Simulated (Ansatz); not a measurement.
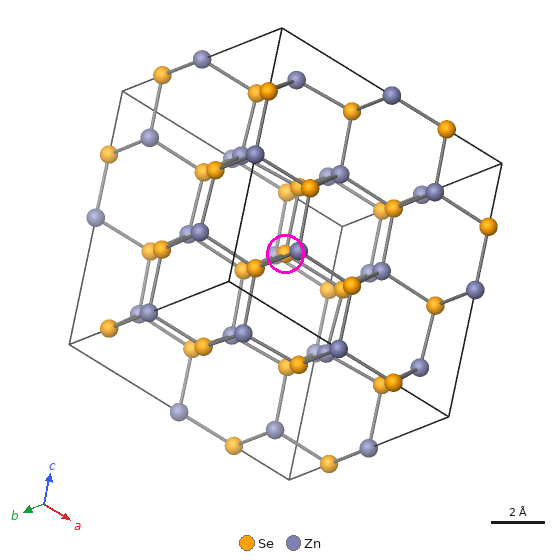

A ball-and-stick rendering, viewed from a general direction. Atoms at the boundary of the supercell (the box) are drawn once for each face, edge or corner they touch. The host is ZnSe, in a cell of 32 sites, and the cell carries a charge of +2. A ring marks the defect's site.

**What imperfection does the supercell contain?**

Selenium on a zinc site (an antisite). It is bonded to four Se in a tetrahedral arrangement at about 2.6 Å.

The atoms were relaxed in the host's cell with Ansatz 0.2.0, DFT PBE, scalar-relativistic, plane waves, PAW.
